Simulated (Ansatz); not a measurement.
## Electronic structure of Si18O35 (cell with a defect) in real space

Input file:

```
crystal:
  lattice:
    - [7.37454, 4.2576926541, 0.0]
    - [-7.37454, 4.2576926541, 0.0]
    - [0.0, 0.0, 10.8168]
  atoms:
    - { symbol: Si, position: [0.1565766667, 0.8434233333, 0.3333333334] }
    - { symbol: Si, position: [0.1565766667, 0.8434233333, 0.8333333334] }
    - { symbol: Si, position: [0.48991, 0.51009, 0.3333333334] }
    - { symbol: Si, position: [0.48991, 0.51009, 0.8333333334] }
    - { symbol: Si, position: [0.8232433333, 0.1767566667, 0.3333333334] }
    - { symbol: Si, position: [0.8232433333, 0.1767566667, 0.8333333334] }
    - { symbol: Si, position: [0.1565766667, 0.3131533333, 0.1666666666] }
    - { symbol: Si, position: [0.1565766667, 0.3131533333, 0.6666666666] }
    - { symbol: Si, position: [0.48991, 0.97982, 0.1666666666] }
    - { symbol: Si, position: [0.48991, 0.97982, 0.6666666666] }
    - { symbol: Si, position: [0.8232433333, 0.6464866667, 0.1666666666] }
    - { symbol: Si, position: [0.8232433333, 0.6464866667, 0.6666666666] }
    - { symbol: Si, position: [0.3535133333, 0.1767566667, 0.0] }
    - { symbol: Si, position: [0.3535133333, 0.1767566667, 0.5] }
    - { symbol: Si, position: [0.6868466667, 0.8434233333, 0.0] }
    - { symbol: Si, position: [0.6868466667, 0.8434233333, 0.5] }
    - { symbol: Si, position: [0.02018, 0.51009, 0.0] }
    - { symbol: Si, position: [0.02018, 0.51009, 0.5] }
    - { symbol: O, position: [0.22704, 0.04054, 0.89279] }
    - { symbol: O, position: [0.5603733333, 0.7072066667, 0.39279] }
    - { symbol: O, position: [0.5603733333, 0.7072066667, 0.89279] }
    - { symbol: O, position: [0.8937066667, 0.3738733333, 0.39279] }
    - { symbol: O, position: [0.8937066667, 0.3738733333, 0.89279] }
    - { symbol: O, position: [0.2927933333, 0.8531666667, 0.2261233334] }
    - { symbol: O, position: [0.2927933333, 0.8531666667, 0.7261233334] }
    - { symbol: O, position: [0.6261266667, 0.5198333333, 0.2261233334] }
    - { symbol: O, position: [0.6261266667, 0.5198333333, 0.7261233334] }
    - { symbol: O, position: [0.95946, 0.1865, 0.2261233334] }
    - { symbol: O, position: [0.95946, 0.1865, 0.7261233334] }
    - { symbol: O, position: [0.4801666667, 0.1062933333, 0.0594566666] }
    - { symbol: O, position: [0.4801666667, 0.1062933333, 0.5594566666] }
    - { symbol: O, position: [0.8135, 0.77296, 0.0594566666] }
    - { symbol: O, position: [0.8135, 0.77296, 0.5594566666] }
    - { symbol: O, position: [0.1468333333, 0.4396266667, 0.0594566666] }
    - { symbol: O, position: [0.1468333333, 0.4396266667, 0.5594566666] }
    - { symbol: O, position: [0.22704, 0.1865, 0.10721] }
    - { symbol: O, position: [0.22704, 0.1865, 0.60721] }
    - { symbol: O, position: [0.5603733333, 0.8531666667, 0.10721] }
    - { symbol: O, position: [0.5603733333, 0.8531666667, 0.60721] }
    - { symbol: O, position: [0.8937066667, 0.5198333333, 0.10721] }
    - { symbol: O, position: [0.8937066667, 0.5198333333, 0.60721] }
    - { symbol: O, position: [0.2927933333, 0.4396266667, 0.2738766666] }
    - { symbol: O, position: [0.2927933333, 0.4396266667, 0.7738766666] }
    - { symbol: O, position: [0.6261266667, 0.1062933333, 0.2738766666] }
    - { symbol: O, position: [0.6261266667, 0.1062933333, 0.7738766666] }
    - { symbol: O, position: [0.95946, 0.77296, 0.2738766666] }
    - { symbol: O, position: [0.95946, 0.77296, 0.7738766666] }
    - { symbol: O, position: [0.4801666667, 0.3738733333, 0.4405433334] }
    - { symbol: O, position: [0.4801666667, 0.3738733333, 0.9405433334] }
    - { symbol: O, position: [0.8135, 0.04054, 0.4405433334] }
    - { symbol: O, position: [0.8135, 0.04054, 0.9405433334] }
    - { symbol: O, position: [0.1468333333, 0.7072066667, 0.4405433334] }
    - { symbol: O, position: [0.1468333333, 0.7072066667, 0.9405433334] }
kpoints:
  mp_grid: { grid: [3, 3, 2] }
scf:
  occupations: { method: fermi_dirac, width: 0.01 }
hamiltonian:
  xc: pbe
  pseudopotentials: { kind: paw, frozen_core: stored }
output:
  forces: true
  stress: true
  populations: true
  efg: { quadrupole_moments_barn: { O: -0.02558 } }
  write_density: true
  write_potential: true
  elf: true
  volumetric_format: npy
relax:
  f_tol: 0.02
  max_steps: 50
```

Launched as:

```sh
ansatz run input.yaml --threads 4 --pin off --max-ram 8192MiB --backend cpu --events-out ev --progress --plain --runs-dir out
```

The fields are those of the relaxed geometry.

Theory: DFT, PBE, plane-wave PAW, default files, scalar-relativistic, frozen cores (Ansatz 0.2.0).

The density is the valence pseudo-density of a PAW calculation; it isn't the true density close to the nuclei.

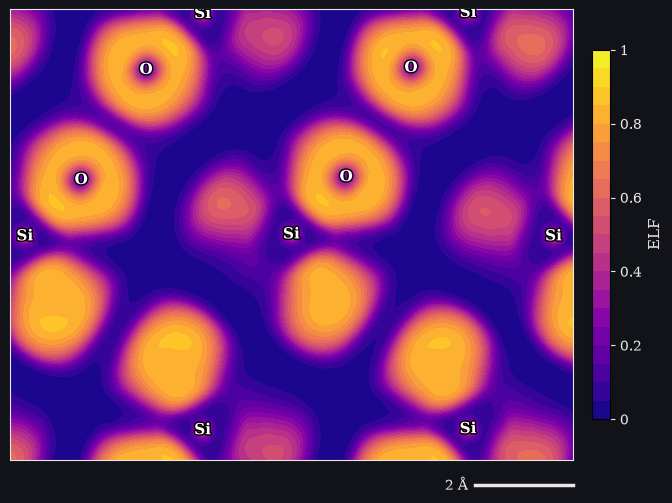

Figure 1. ELF on the (11̄0) plane of the calculation cell.

**Interpret the plot.**

- Atoms in the plane: Si and O.
- Atoms just off the plane (Si, 0.9 Å away and O, 0.5 Å away) can leave unmarked features too.
- Si–O (1.62 Å): the ELF peaks at about 0.85 between the atoms, as expected for a shared but strongly polarised pair.
- The ELF also peaks beside O, away from the bonds: lone-pair regions.

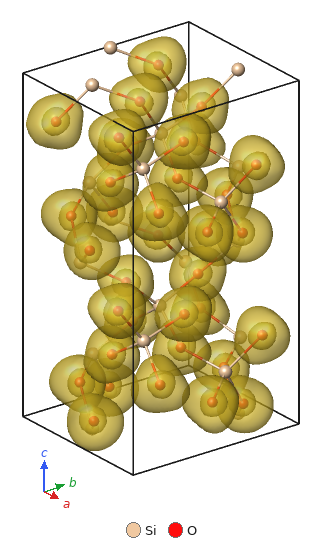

Figure 2. Isosurface of the electron localisation function at 0.75 (yellow), seen slightly off an axis. Only the valence region is drawn (cores and ρ < 0.01 e/Å³ removed). Sticks mark near contacts.

**What do the ELF domains correspond to?**

The surface consists of one region between bonded Si–Si atoms (shared pairs) and 35 regions on O in which the atom's valence shell and bonds are merged, counted in one cell of 53 atoms. Any copies at cell faces, edges or corners count once. Along the contacts the grid gives the following. Si–O (1.61 Å): the ELF peaks at about 0.85 between the atoms (a shared but strongly polarised pair). Si–Si (2.44 Å): the ELF peaks at about 1 between the atoms; a shared electron pair.

**Metal or insulator at this level of theory?**

It is gapped, with a Kohn–Sham gap of 5.5 eV on the k-point mesh (the band edges may lie off the mesh, which would make the gap smaller).
